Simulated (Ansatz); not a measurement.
Ir (Pm-3m, No. 221): coordinates from a relaxation with DFT r2SCAN, scalar-relativistic, plane waves, PAW (Ansatz 0.2.0); the starting structure was generated, so it need not be a known form of this composition.

```cif
data_structure
_symmetry_space_group_name_H-M 'Pm-3m'
_symmetry_Int_Tables_number 221
_cell_length_a 2.5515
_cell_length_b 2.5515
_cell_length_c 2.5515
_cell_angle_alpha 90.000
_cell_angle_beta 90.000
_cell_angle_gamma 90.000
_cell_volume 16.61
loop_
_atom_site_label
_atom_site_type_symbol
_atom_site_symmetry_multiplicity
_atom_site_Wyckoff_symbol
_atom_site_fract_x
_atom_site_fract_y
_atom_site_fract_z
_atom_site_occupancy
Ir1 Ir 1 a 0.00000 0.00000 0.00000 1
```

Question: What will a Z-contrast image along [221] show? Simulated incoherent Z contrast: every atom adds Z^1.8 spread by a probe of 0.59 Å full width; channelling and multiple scattering are left out. Shot noise and a slight drift were added.

Answer: The columns repeat on a centred rectangular net of 1.20 × 3.61 Å (plane group c2mm). All columns are alike (Ir). The shortest distance between visible columns is 1.20 Å in projection. Along the beam the structure repeats every 7.65 Å.

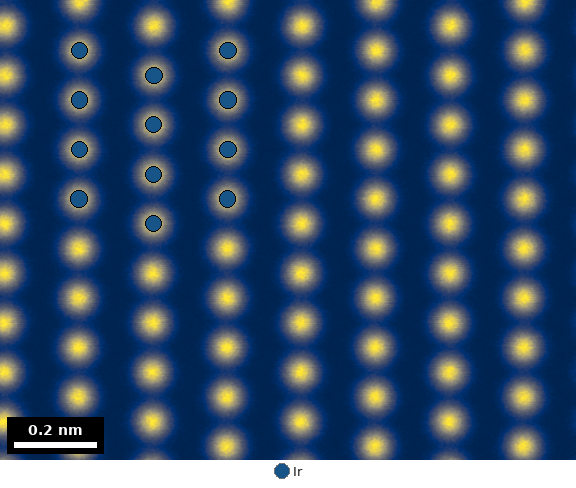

The simulated image, with the columns of the model marked in one corner.
